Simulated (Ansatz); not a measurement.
## Geometry relaxation of Ti

System: Ti (Fm-3m, 1 atom in the cell).
Method: DFT r2SCAN, scalar-relativistic, plane waves, PAW, no spin polarisation (Ansatz 0.2.0).

The structure derives from an entry of the Crystallography Open Database. Figures and captions count atoms from 1; the log counts them from 0 in places.

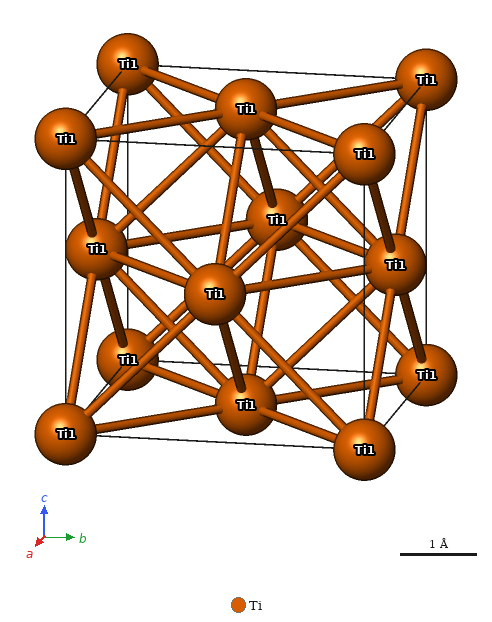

**Figure 1.** The input geometry (ball-and-stick view of the cell 4 times as large as that of the calculation, set on its symmetry axes, seen slightly off an axis; atoms are numbered from 1 in the order of the input). Near neighbours in the crystal (not all of them lie inside the picture): Ti has 12 Ti at 2.87 Å.

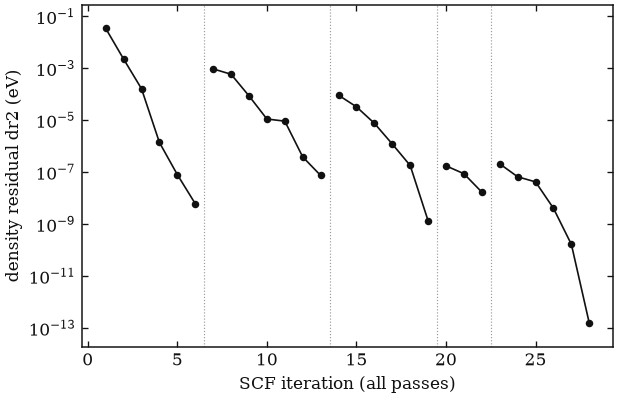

**Figure 2.** Convergence of the self-consistent field: density residual dr2 against the SCF iteration. The dotted lines part the SCF passes of the relaxation: geometry steps, rejected trials and re-solves on a re-selected basis. The 5 passes take 3 to 7 iterations each, 28 in all.

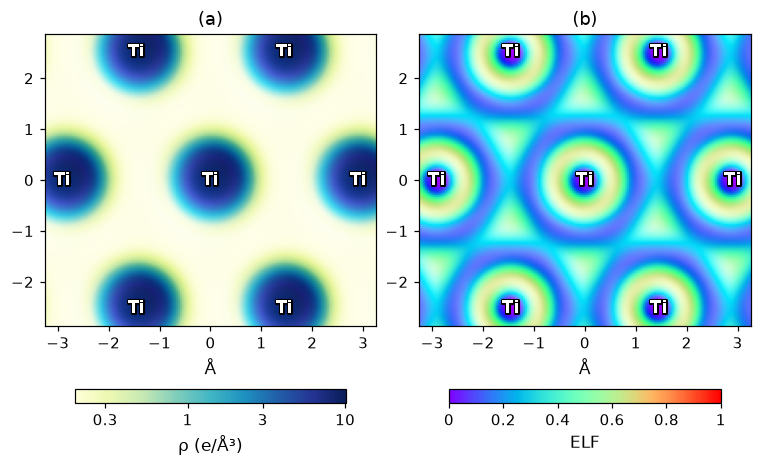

**Figure 3.** (a) valence pseudo-density; (b) electron localisation function on the (111) plane of the conventional cell. Ti–Ti (2.91 Å): ρ at the midpoint is about 0.19 e/Å³; the ELF is about 0.25 at the midpoint; no shared electron pair. Away from the nuclei the density in this plane falls to 0.19 e/Å³ at its lowest. The strong features right at Ti lie inside the PAW spheres (semicore, d or f shells) and say nothing about bonding. Core electrons are frozen (PAW), so the fields are smoothed inside the atomic spheres.

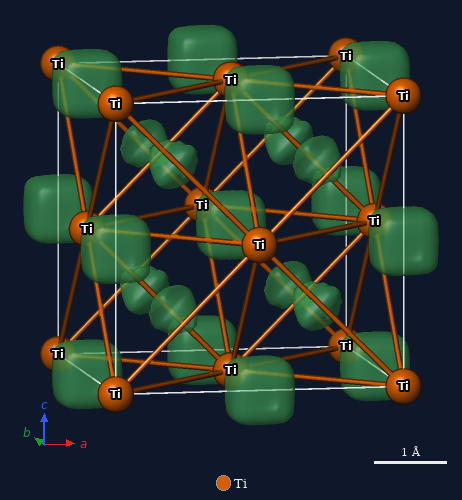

**Figure 4.** Isosurface of the electron localisation function at 0.6 (green), seen slightly off an axis. Core shells and regions of very low density are left out. Sticks mark near contacts. The outline is the cell set on symmetry axes. Profiles from the grid: Ti–Ti (2.91 Å): the ELF is about 0.25 at the midpoint (no shared electron pair).

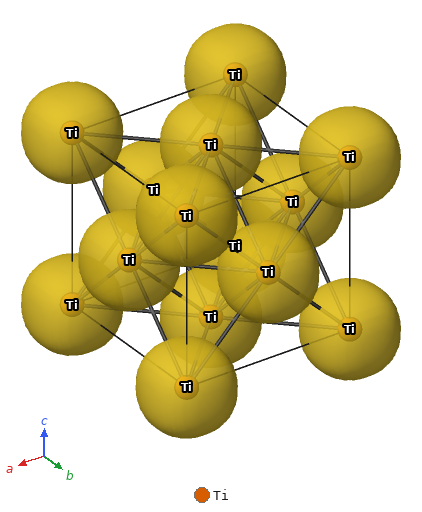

**Figure 5.** Isosurface of the valence pseudo-density at 0.3 e/Å³ (yellow), seen at an oblique angle. Sticks mark near contacts. The outline is the cell set on symmetry axes. At this value the density breaks into separate islands; it holds about 80 % of the electrons treated as valence (semicore included). It is pinched off along the Ti–Ti (2.91 Å) contacts. On the grid the lowest density along these lines, outside the cores, is 0.19 e/Å³ (Ti–Ti, 2.91 Å).

The input and output of the run follow.

**Input**
```yaml
crystal:
  lattice:
    - [0.0, 2.03, 2.03]
    - [2.03, 0.0, 2.03]
    - [2.03, 2.03, 0.0]
  atoms:
    - { symbol: Ti, position: [0.0, 0.0, 0.0] }
basis:
  ecutwfc: 500
kpoints:
  mp_grid: { grid: [18, 18, 18] }
hamiltonian:
  xc: r2scan
scf:
  occupations: { method: gaussian, width: 0.1 }
output:
  forces: true
  stress: true
  eigenvalues: true
  write_density: true
  write_potential: true
  elf: true
  volumetric_format: npy
relax:
  adjacent_minimum: "off"
  f_tol: 0.005
  max_steps: 80
  cell: { stress_tol: 0.05 }
```

Command:
```bash
ansatz run input.yaml --threads 1 --pin off --max-ram 2560MiB --backend cpu --events-out ev --progress --plain --runs-dir out
```

**What the program printed**
```
Engine: ansatz 0.2.0, x86_64-unknown-linux-gnu
Pseudopotentials: kind: paw
Pseudopotential: Ti, paw, valence charge 12, recommended cutoff 500 eV (meta_gga), Ti.paw.azcp
Functional definition: r2SCAN
  parameter k0 = 0.174
  parameter k1 = 0.065
  parameter a1 = 4.9479
  exchange = r2scan_x(k0 = k0, k1 = k1, a1 = a1)
  correlation = r2scan_c
Crystal: 1 atoms, lattice volume = 16.731 Å³
Basis set: ecut = 500 eV, 411 PW (Γ), exchange–correlation on 96×96×96 points (64 copies of the dense FFT grid, shifted against one another)
Bands: 10, of which v1, the nominal top of the filled ones, is band 6 counted from 1 (5 counted from 0)
Symmetry: 48 space group operations
Space group: Fm-3m (ITA 225), of the structure as read, at distance tolerance 2.6e-5 Å
k-points: 195 of 5832
Non-local potential: Ti, projectors of the file, l = 0: 3, l = 1: 2, l = 2: 3, l = 3: 1
PAW form: soft (Blöchl's): semilocal exchange-correlation on the pseudo side does not see the compensation charge
PAW frozen core: Ti, regenerated for the run's functional (the file was generated under x = pbe(κ = 0.804, μ = 0.2195149727645171), c = pbe(β = 0.06672455060314922))
PAW one-centre angular grid: Ti, 590 points (default); XC on 160 Gauss nodes
Initial density: superposition of atomic densities (neutral atoms: chi_scale 0, normalization atom), corrected by the library's trained network
Initial wavefunctions: pseudopotential atomic-orbital guess
Functional: x = r2scan, c = r2scan; τ floored in thin density (d = 2e-4 eV/Å³)
SCF iter   1: F=—  HF=-2504.270859 eV  |F-HF|=—  |Δ(HF+E_count)|=         —  Δρ=1.51e-2  dr2=3.47e-2  dr2_τ=9.07e-3  ethr=1.77e-3  ⟨swp⟩=4.4  Hψ=10572  notcnv=0
preconditioner: auto → none  [metal: Δε(μ)=0.010 eV  Ē_g=4.679 eV  σ=0.100 eV  W_gap=0.06  n_scr=0 (ndim 8)  ℏωp=18.2 eV  f_vac=0.000  D(μ)=1.41/eV (n_scr^D=14)]
SCF iter   2: F=—  HF=-2504.294019 eV  |F-HF|=—  |Δ(HF+E_count)|=   2.32e-2  Δρ=4.68e-3  dr2=2.28e-3  dr2_τ=7.69e-4  ethr=2.89e-4  ⟨swp⟩=2.8  Hψ=5279  notcnv=0  defer=11
SCF iter   3: F=—  HF=-2504.293716 eV  |F-HF|=—  |Δ(HF+E_count)|=   3.04e-4  Δρ=1.75e-3  dr2=1.64e-4  dr2_τ=6.90e-5  ethr=1.90e-5  ⟨swp⟩=3.0  Hψ=3817  notcnv=0  defer=11
SCF iter   4: F=—  HF=-2504.294157 eV  |F-HF|=—  |Δ(HF+E_count)|=   4.42e-4  Δρ=1.39e-4  dr2=1.40e-6  dr2_τ=4.31e-7  ethr=1.37e-6  ⟨swp⟩=2.0  Hψ=3088  notcnv=0  defer=11
SCF iter   5: F=—  HF=-2504.294163 eV  |F-HF|=—  |Δ(HF+E_count)|=   5.72e-6  Δρ=3.10e-5  dr2=8.08e-8  dr2_τ=9.08e-9  ethr=1.16e-8  ⟨swp⟩=2.3  Hψ=2900  notcnv=0  defer=11
SCF iter   6: F=-2504.294163 eV  HF=-2504.294163 eV  |F-HF|=1.24e-8  |Δ(HF+E_count)|=   1.33e-7  Δρ=7.88e-6  dr2=6.15e-9  dr2_τ=8.58e-10  ethr=6.73e-10  ⟨swp⟩=5.2  Hψ=9898  notcnv=0
SCF 1 converged in 6 iterations: F = -2504.294163 eV  dr2 = 6.15e-9
  greatest PAW one-centre occupation: 1.000 electrons in one spin orbital (limit 2), on the Ti atom at site 0 (counted from 0), in its partial waves of l = 1
relax step   1: F+E_penalty+E_count = -2504.29416329 eV  Δ(F+E_penalty+E_count) = +0.000e0 eV  max|allowed force component| = 0.000e0 eV/Å  Δτ_max = 0.0000 Å  P = +4.395 GPa  Ω = 16.731 Å³  (6 SCF iters, dr2 threshold 1.00e-7 eV, accepted)
Crystal: 1 atoms, lattice volume = 17.882 Å³
Basis set: ecut = 500 eV, 459 PW (Γ), exchange–correlation on 96×96×96 points (64 copies of the dense FFT grid, shifted against one another)
Initial density: handed on by an earlier stage of this run
Initial wavefunctions: those handed on with the density
iter 1 solved again at ethr=7.60e-6 eV; its pass at ethr=3.10e-3 eV (dr2=9.12e-4 eV) is discarded
SCF iter   1: F=—  HF=-2504.236341 eV  |F-HF|=—  |Δ(HF+E_count)|=         —  Δρ=2.50e-3  dr2=9.52e-4  dr2_τ=3.46e-2  ethr=7.60e-6  ⟨swp⟩=1.2  Hψ=13389  notcnv=0
preconditioner: auto → none  [metal: Δε(μ)=0.022 eV  Ē_g=4.228 eV  σ=0.100 eV  W_gap=0.12  n_scr=0 (ndim 8)  ℏωp=17.6 eV  f_vac=0.000  D(μ)=1.51/eV (n_scr^D=14)]
SCF iter   2: F=—  HF=-2504.296753 eV  |F-HF|=—  |Δ(HF+E_count)|=   6.04e-2  Δρ=2.21e-3  dr2=5.93e-4  dr2_τ=4.91e-5  ethr=7.60e-6  ⟨swp⟩=2.0  Hψ=3901  notcnv=0
SCF iter   3: F=—  HF=-2504.296649 eV  |F-HF|=—  |Δ(HF+E_count)|=   1.04e-4  Δρ=9.73e-4  dr2=8.72e-5  dr2_τ=7.11e-6  ethr=4.94e-6  ⟨swp⟩=2.4  Hψ=2646  notcnv=0
SCF iter   4: F=—  HF=-2504.296743 eV  |F-HF|=—  |Δ(HF+E_count)|=   9.46e-5  Δρ=2.95e-4  dr2=1.12e-5  dr2_τ=1.10e-6  ethr=7.27e-7  ⟨swp⟩=2.0  Hψ=2936  notcnv=0
SCF iter   5: F=—  HF=-2504.296760 eV  |F-HF|=—  |Δ(HF+E_count)|=   1.71e-5  Δρ=2.93e-4  dr2=9.27e-6  dr2_τ=4.68e-7  ethr=9.30e-8  ⟨swp⟩=2.9  Hψ=3141  notcnv=0
SCF iter   6: F=—  HF=-2504.296760 eV  |F-HF|=—  |Δ(HF+E_count)|=   4.70e-7  Δρ=5.73e-5  dr2=3.89e-7  dr2_τ=1.64e-8  ethr=7.72e-8  ⟨swp⟩=2.1  Hψ=3075  notcnv=0
SCF iter   7: F=-2504.296760 eV  HF=-2504.296760 eV  |F-HF|=2.91e-8  |Δ(HF+E_count)|=   6.55e-9  Δρ=2.57e-5  dr2=7.52e-8  dr2_τ=3.81e-9  ethr=8.33e-10  ⟨swp⟩=7.8  Hψ=11665  notcnv=0
SCF 2 converged in 7 iterations: F = -2504.296760 eV  dr2 = 7.52e-8
relax step   2: F+E_penalty+E_count = -2504.29675999 eV  Δ(F+E_penalty+E_count) = -2.597e-3 eV  max|allowed force component| = 0.000e0 eV/Å  Δτ_max = 0.0000 Å  P = -3.152 GPa  Ω = 17.882 Å³  energy of the carried Pulay correction = -5.958e-4 eV  (7 SCF iters, dr2 threshold 1.00e-7 eV, accepted)
Crystal: 1 atoms, lattice volume = 17.383 Å³
iter 1 solved again at ethr=7.52e-7 eV; its pass at ethr=3.10e-3 eV (dr2=9.02e-5 eV) is discarded
SCF iter   1: F=—  HF=-2504.289609 eV  |F-HF|=—  |Δ(HF+E_count)|=         —  Δρ=8.76e-4  dr2=9.25e-5  dr2_τ=5.96e-3  ethr=7.52e-7  ⟨swp⟩=2.0  Hψ=13801  notcnv=0
preconditioner: auto → none  [metal: Δε(μ)=0.017 eV  Ē_g=4.410 eV  σ=0.100 eV  W_gap=0.09  n_scr=0 (ndim 8)  ℏωp=17.8 eV  f_vac=0.000  D(μ)=1.49/eV (n_scr^D=14)]
SCF iter   2: F=—  HF=-2504.302202 eV  |F-HF|=—  |Δ(HF+E_count)|=   1.26e-2  Δρ=6.12e-4  dr2=3.30e-5  dr2_τ=4.28e-6  ethr=7.52e-7  ⟨swp⟩=2.9  Hψ=3370  notcnv=0
SCF iter   3: F=—  HF=-2504.302215 eV  |F-HF|=—  |Δ(HF+E_count)|=   1.37e-5  Δρ=3.05e-4  dr2=7.68e-6  dr2_τ=9.03e-7  ethr=2.75e-7  ⟨swp⟩=2.5  Hψ=2731  notcnv=0
SCF iter   4: F=—  HF=-2504.302230 eV  |F-HF|=—  |Δ(HF+E_count)|=   1.50e-5  Δρ=1.04e-4  dr2=1.22e-6  dr2_τ=1.18e-7  ethr=6.40e-8  ⟨swp⟩=2.0  Hψ=2924  notcnv=0
SCF iter   5: F=—  HF=-2504.302231 eV  |F-HF|=—  |Δ(HF+E_count)|=   9.80e-7  Δρ=4.35e-5  dr2=1.82e-7  dr2_τ=7.16e-9  ethr=1.02e-8  ⟨swp⟩=2.5  Hψ=2915  notcnv=0
SCF iter   6: F=-2504.302232 eV  HF=-2504.302232 eV  |F-HF|=1.67e-10  |Δ(HF+E_count)|=   9.55e-8  Δρ=2.86e-6  dr2=1.35e-9  dr2_τ=5.90e-11  ethr=8.33e-10  ⟨swp⟩=8.1  Hψ=11308  notcnv=0
SCF 3 converged in 6 iterations: F = -2504.302232 eV  dr2 = 1.35e-9
relax step   3: F+E_penalty+E_count = -2504.30223151 eV  Δ(F+E_penalty+E_count) = -5.472e-3 eV  max|allowed force component| = 0.000e0 eV/Å  Δτ_max = 0.0000 Å  P = -0.137 GPa  Ω = 17.383 Å³  energy of the carried Pulay correction = -3.454e-4 eV  (6 SCF iters, dr2 threshold 1.00e-7 eV, accepted)
Crystal: 1 atoms, lattice volume = 17.360 Å³
iter 1 solved again at ethr=9.69e-10 eV; its pass at ethr=3.10e-3 eV (dr2=1.16e-7 eV) is discarded
SCF iter   1: F=—  HF=-2504.302227 eV  |F-HF|=—  |Δ(HF+E_count)|=         —  Δρ=3.93e-5  dr2=1.76e-7  dr2_τ=1.23e-5  ethr=9.69e-10  ⟨swp⟩=2.0  Hψ=12805  notcnv=0
preconditioner: auto → none  [metal: Δε(μ)=0.017 eV  Ē_g=4.401 eV  σ=0.100 eV  W_gap=0.09  n_scr=0 (ndim 8)  ℏωp=17.8 eV  f_vac=0.000  D(μ)=1.48/eV (n_scr^D=14)]
SCF iter   2: F=—  HF=-2504.302252 eV  |F-HF|=—  |Δ(HF+E_count)|=   2.46e-5  Δρ=3.00e-5  dr2=8.77e-8  dr2_τ=8.83e-9  ethr=9.69e-10  ⟨swp⟩=3.0  Hψ=3372  notcnv=0
SCF iter   3: F=-2504.302252 eV  HF=-2504.302252 eV  |F-HF|=3.25e-8  |Δ(HF+E_count)|=   1.55e-8  Δρ=1.44e-5  dr2=1.71e-8  dr2_τ=1.81e-9  ethr=3.93e-10  ⟨swp⟩=7.6  Hψ=11092  notcnv=0
SCF 4 converged in 3 iterations: F = -2504.302252 eV  dr2 = 1.71e-8
relax step   4: F+E_penalty+E_count = -2504.30225200 eV  Δ(F+E_penalty+E_count) = -2.049e-5 eV  max|allowed force component| = 0.000e0 eV/Å  Δτ_max = 0.0000 Å  P = +0.006 GPa  Ω = 17.360 Å³  energy of the carried Pulay correction = -3.340e-4 eV  (3 SCF iters, dr2 threshold 4.72e-8 eV, accepted)
Initial wavefunctions: pseudopotential atomic-orbital guess (no wavefunctions were taken with the density)
iter 1 solved again at ethr=5.88e-9 eV; its pass at ethr=3.10e-3 eV (dr2=7.05e-7 eV) is discarded
SCF iter   1: F=—  HF=-2504.302617 eV  |F-HF|=—  |Δ(HF+E_count)|=         —  Δρ=1.23e-4  dr2=2.10e-7  dr2_τ=2.02e-6  ethr=5.88e-9  ⟨swp⟩=3.1  Hψ=15787  notcnv=0
preconditioner: auto → none  [metal: Δε(μ)=0.017 eV  Ē_g=4.400 eV  σ=0.100 eV  W_gap=0.09  n_scr=0 (ndim 8)  ℏωp=17.8 eV  f_vac=0.000  D(μ)=1.48/eV (n_scr^D=14)]
SCF iter   2: F=—  HF=-2504.302619 eV  |F-HF|=—  |Δ(HF+E_count)|=   2.24e-6  Δρ=6.21e-5  dr2=6.67e-8  dr2_τ=1.36e-7  ethr=1.75e-9  ⟨swp⟩=2.9  Hψ=3082  notcnv=0
SCF iter   3: F=—  HF=-2504.302620 eV  |F-HF|=—  |Δ(HF+E_count)|=   7.28e-7  Δρ=1.51e-5  dr2=4.24e-8  dr2_τ=1.44e-9  ethr=5.56e-10  ⟨swp⟩=2.9  Hψ=2923  notcnv=0
SCF iter   4: F=—  HF=-2504.302620 eV  |F-HF|=—  |Δ(HF+E_count)|=   1.07e-8  Δρ=4.56e-6  dr2=4.07e-9  dr2_τ=1.17e-10  ethr=3.53e-10  ⟨swp⟩=2.3  Hψ=2509  notcnv=0
SCF iter   5: F=—  HF=-2504.302620 eV  |F-HF|=—  |Δ(HF+E_count)|=  1.91e-10  Δρ=1.10e-6  dr2=1.66e-10  dr2_τ=1.76e-11  ethr=3.39e-11  ⟨swp⟩=2.8  Hψ=3091  notcnv=0
SCF iter   6: F=-2504.302620 eV  HF=-2504.302620 eV  |F-HF|=1.36e-12  |Δ(HF+E_count)|=  7.96e-11  Δρ=3.92e-8  dr2=1.53e-13  dr2_τ=4.44e-14  ethr=1.00e-12  ⟨swp⟩=3.5  Hψ=8045  notcnv=0
SCF 5 converged in 6 iterations: F = -2504.302620 eV  dr2 = 1.53e-13
relax step   5: F+E_penalty+E_count = -2504.30261988 eV  Δ(F+E_penalty+E_count) = -3.679e-4 eV  max|allowed force component| = 0.000e0 eV/Å  Δτ_max = 0.0000 Å  P = +0.021 GPa  Ω = 17.360 Å³  stress off target by 2.10e-2 GPa  SCF on the basis re-selected at this cell (its energy is not comparable with the rows above)  (6 SCF iters)
basis re-selected at this cell: Δ(F+E_penalty+E_count) = -3.679e-4 eV, ΔP = +0.015 GPa vs the last step (what re-selecting the basis moved, of the pressure what is left beyond the Pulay correction that the steps carried, after the strain that the cell walked since its last selection, with what the two solves' SCF thresholds leave and, on support functions, any second-order correction that the steps lacked; it is no measure of the basis error at this ecutwfc). This SCF's stress stands 2.10e-2 GPa from its target on what of the cell is left free (relax.cell.stress_tol is 5.00e-2 GPa) and its largest allowed force component is 0.00e0 eV/Å (relax.f_tol is 5.00e-3 eV/Å): within both
SCF converged after 6 iterations
Free energy (F): -2504.302620 eV
Harris-Foulkes:  -2504.302620 eV  (|F-HF|=1.36e-12)
Internal energy: -2504.295212 eV  (E = F + TS)
E sigma→0 (E₀):  -2504.298916 eV
Entropy (-TS):   -0.007408 eV (-7.408 meV/atom)
Fermi energy:    13.250611 eV
--- Per-component energies (eV) ---
  E_band       = -170.463414
  E_kinetic    = 272.446297
  E_local      = -809.017092  (includes V_loc(G=0)·N_el)
  E_nonlocal   = 7.302790
  E_hartree    = 331.198101
  E_xc         = -92.789437
  E_vxc        = -132.669449  (∫ρ·V_xc dr)
  E_paw        = -1056.706276  (= ΣΔE_a)
  E_vpaw       = -180.072439  (= ΣTr[D̂ρ^β])
  E_aug_tail   = 0.000089  (compensation charges beyond the density's cutoff)
  E_vtau       = 9.150174  (kinetic-family band-sum trace: ∫τ·v_τ [+ j·A + Jᵃ·Aᵃ] dr)
  E_ewald      = -1156.476226
  E_core_change = -0.253457  (= ΣΔE_core)
  E_smearing   = -0.007408  (= −TS)
  E_closure    = -0.000000  (closes the sum)
  Σ components = -2504.302620   (vs F -2504.302620, Δ=0.00e0)
--- Forces (eV/Å), atoms counted from 1 ---
  atom   1  Ti    -0.00000000    -0.00000000     0.00000000
  max |Σ_I F_I| component: 4.11e-32 eV/Å
--- Stress (GPa, compression-positive) ---
        0.020957      -0.000000      -0.000000
       -0.000000       0.020957      -0.000000
       -0.000000      -0.000000       0.020957
  P = ⅓ Tr σ = 0.0210 GPa (0.210 kbar)
--- Band table (eV; the first three rows and the last of 195) ---
  k-point 0: bands = ["-45.8173", "-20.6092", "-20.6092", "-20.6092", "6.7549", "14.2475", "14.2475", "14.2475", "16.0507", "16.0507"]
  k-point 1: bands = ["-45.8134", "-20.6309", "-20.6118", "-20.6118", "6.8597", "14.1793", "14.2852", "14.2852", "16.0252", "16.0252"]
  k-point 2: bands = ["-45.8024", "-20.6935", "-20.6196", "-20.6196", "7.1674", "13.9924", "14.3843", "14.3843", "15.9666", "15.9666"]
  k-point 194: bands = ["-45.6471", "-21.0927", "-21.0220", "-20.8617", "11.6465", "12.5533", "13.1434", "15.6943", "17.3142", "21.3760"]
--- Relaxed structure (4 steps of the walk, 4 accepted, 1 SCFs on fresh bases) ---
  F+E_penalty+E_count = -2504.30261988 eV   max|allowed force component| = 0.000e0 eV/Å   (the final SCF, on the basis selected at the relaxed cell)
  cell:  # Å, volume = 17.3605 Å³
    - [-5.286448484129175e-34, 2.0551516154007485, 2.0551516154007485]
    - [2.0551516154007485, -1.592303760279872e-34, 2.0551516154007485]
    - [2.0551516154007485, 2.0551516154007485, -5.095372032895593e-35]
  atoms:
    - { symbol: Ti, position: [0.0, 0.0, 0.0] }
```

**Trajectory as extended XYZ (Å, eV, eV/Å), 5 frames, from step=1 to step=5**
```
1
Lattice="0.0000 2.0300 2.0300 2.0300 0.0000 2.0300 2.0300 2.0300 0.0000" Properties=species:S:1:pos:R:3:forces:R:3 step=1 energy=-2504.29416 pressure_GPa=4.40
Ti    0.0000    0.0000    0.0000    0.0000   0.0000   0.0000
1
Lattice="0.0000 2.0755 2.0755 2.0755 0.0000 2.0755 2.0755 2.0755 0.0000" Properties=species:S:1:pos:R:3:forces:R:3 step=2 energy=-2504.29676 pressure_GPa=-3.15
Ti    0.0000    0.0000    0.0000    0.0000   0.0000   0.0000
1
Lattice="0.0000 2.0560 2.0560 2.0560 0.0000 2.0560 2.0560 2.0560 0.0000" Properties=species:S:1:pos:R:3:forces:R:3 step=3 energy=-2504.30223 pressure_GPa=-0.14
Ti    0.0000    0.0000    0.0000    0.0000   0.0000   0.0000
1
Lattice="0.0000 2.0552 2.0552 2.0552 0.0000 2.0552 2.0552 2.0552 0.0000" Properties=species:S:1:pos:R:3:forces:R:3 step=4 energy=-2504.30225 pressure_GPa=0.01
Ti    0.0000    0.0000    0.0000    0.0000   0.0000   0.0000
1
Lattice="0.0000 2.0552 2.0552 2.0552 0.0000 2.0552 2.0552 2.0552 0.0000" Properties=species:S:1:pos:R:3:forces:R:3 step=5 energy=-2504.30262 pressure_GPa=0.02
Ti    0.0000    0.0000    0.0000    0.0000   0.0000   0.0000
```

**Key numbers**

```tsv
quantity	value
outcome	converged
space group (tolerance 0.01 Å)	Fm-3m (225)
electrons treated	12
free energy	−2504.3026 eV
Fermi energy	13.251 eV
gap on the k-point mesh	none (metallic)
pressure	0.02 GPa
final volume	17.36 Å³
largest force (length of the vector) at the end	under 0.001 eV/Å
final cell	a = 2.906 Å, b = 2.906 Å, c = 2.906 Å, α = 60.00°, β = 60.00°, γ = 60.00°
hardware	1 thread of Intel Xeon (Sapphire Rapids), 192 GiB of memory available, shared host
wall time	20 s
peak memory	0.45 GiB
```
